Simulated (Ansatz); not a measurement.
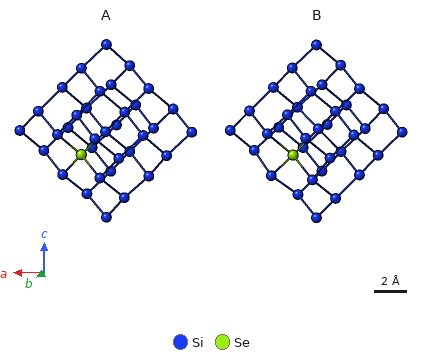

Two geometries of a defect cell of composition Si$_{63}$Se (cell charge −1), drawn at one scale. One is the start of a relaxation, the other its converged end. A ball-and-stick model of the atoms within 5.8 Å of the atom that moves most (axes of the cell of the calculation (origin shifted)), seen from a free direction.

Theory: DFT, PBEsol, PAW, plane waves in Ansatz 0.2.0. Settings: plane-wave cutoff 420 eV; k-point mesh 1 × 1 × 1; mesh shifted by (0.25, 0.25, 0.25); collinear spin; atoms relaxed in a fixed cell; force threshold 0.03 eV/Å; at most 80 steps.

**Which of the two is the end point?**

Structure B is the relaxed one. Over 5 geometry steps the energy falls by 1.243 eV per cell of the calculation. Largest force component: 1.7 eV/Å at the start, 0.0043 eV/Å at the end. A Si atom moves most: 0.23 Å roughly along [−1 −1 2]. By element the largest moves are Si 0.23 Å, Se 0.09 Å. The cell stays as it was. Some distances before and after: Se–Si 2.331 → 2.531 Å, Se–Si 2.292 → 2.488 Å, Se–Si 2.362 → 2.545 Å, Se–Si 2.388 → 2.547 Å. Among the angles between lasting bonds that change: Si–Si–Se 110.5° → 102.1°, Si–Si–Si 109.6° → 103.9°, Si–Si–Si 109.4° → 104.0°.

Limits of the set-up: the cell is charged, on a uniform background, and energies carry no finite-size correction.
